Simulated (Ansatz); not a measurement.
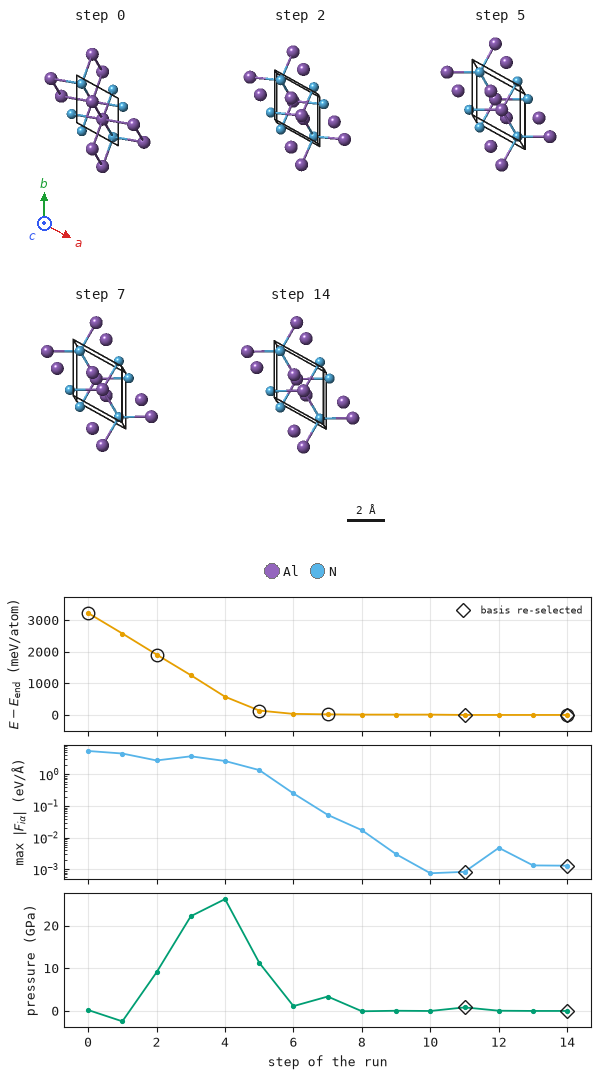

Frames of a relaxation of solid AlN (a generated structure, set up in R-3m), marked on the history of the run. A ball-and-stick model of the cell of the calculation, seen along the c axis.

Level of theory: Ansatz, DFT, PAW plane waves, r2SCAN.

The input:
```yaml
crystal:
  lattice:
    - [2.604343, 0.0, 0.0]
    - [-1.302172, 2.255439, 0.0]
    - [-1.302172, 0.751813, 7.843656]
  atoms:
    - { symbol: Al, position: [0.37457, 0.62543, 0.12371] }
    - { symbol: Al, position: [0.62543, 0.37457, 0.87629] }
    - { symbol: "N", position: [0.8782, 0.1218, 0.6346] }
    - { symbol: "N", position: [0.1218, 0.8782, 0.3654] }
  symmetry: { tolerance: 0.0003 }
kpoints:
  mp_grid: { grid: [8, 8, 8], shift: [0, 0, 0] }
magnetization:
  spin_polarized: false
scf:
  occupations: { method: gaussian, width: 0.0167 }
hamiltonian:
  pseudopotentials: { kind: paw }
  xc: r2scan
basis:
  ecutwfc: 500
output:
  forces: true
  stress: true
  eigenvalues: true
relax:
  max_steps: 40
  cell: {}
```

Command:
```bash
ansatz run input.yaml --threads 1 --pin off --max-ram 2560MiB --backend cpu --events-out ev --progress --plain --runs-dir out
```

**What happens along the run?**

The largest moves relative to the cell, 1.03 Å, are those of Al1 and Al2. Al2 goes along [−1 1 −3]. Largest moves by element: Al 1.03 Å, N 0.87 Å. The volume changes by +42.8 %, with a = b 2.604 → 3.105 Å (+19.2 %), c 7.986 → 8.082 Å (+1.2 %), α 80.6° → 78.9°, β 99.4° → 101.1°. Some distances before and after: Al1–Al2 2.455 → 4.397 Å, Al1–N4 2.420 → 1.793 Å. Bonds break: Al1–Al2 (2.46 → 4.40 Å). Among the angles between lasting bonds that change: Al1–N4–Al1 65.1° → 120.0°, N4–Al1–N4 65.1° → 120.0°. The space group stays R-3m (No. 166). Over 12 accepted moves (14 points after the start) the energy falls by 3228 meV per atom. Largest force component: 5.5 eV/Å at the start, 0.0013 eV/Å at the end. The pressure goes from 0.22 to 0.00 GPa. At 2 points the geometry stayed and the basis and grid were re-selected for the new cell (energy shift of 10.2 meV per atom at most each time). The run took of the order of 2.2 core-minutes on a shared host. From step 0 to 2: N atoms move most (0.28 Å), volume −2.2 %, energy −1314 meV per atom. From step 2 to 5: N atoms move most (0.47 Å), volume +15.5 %, energy −1774 meV per atom. From step 5 to 7: Al atoms move most (0.19 Å), volume +13.4 %, energy −120 meV per atom. From step 7 to 14: N atoms move most (0.04 Å), volume +11.4 %, energy −19.1 meV per atom.

```tsv
step	E − E(0), meV/atom	largest force component, eV/Å	pressure, GPa	volume, Å³/atom	note
0	0.00	5.5232	0.22	11.518	
1	-648.17	4.5883	-2.44	11.415	
2	-1313.98	2.7732	9.07	11.266	
3	-1968.01	3.7484	22.22	11.586	
4	-2650.01	2.6658	26.24	11.957	
5	-3088.40	1.3768	11.29	13.015	
6	-3194.47	0.2518	1.13	14.209	
7	-3208.42	0.0531	3.38	14.763	
8	-3216.23	0.0174	-0.08	15.723	
9	-3216.89	0.0030	0.05	16.076	
10	-3216.90	0.0008	-0.01	16.116	
11	-3227.12	0.0008	0.84	16.116	same geometry, new basis
12	-3227.48	0.0048	0.06	16.385	
13	-3227.48	0.0013	0.00	16.450	
14	-3227.54	0.0013	0.00	16.450	same geometry, new basis
```
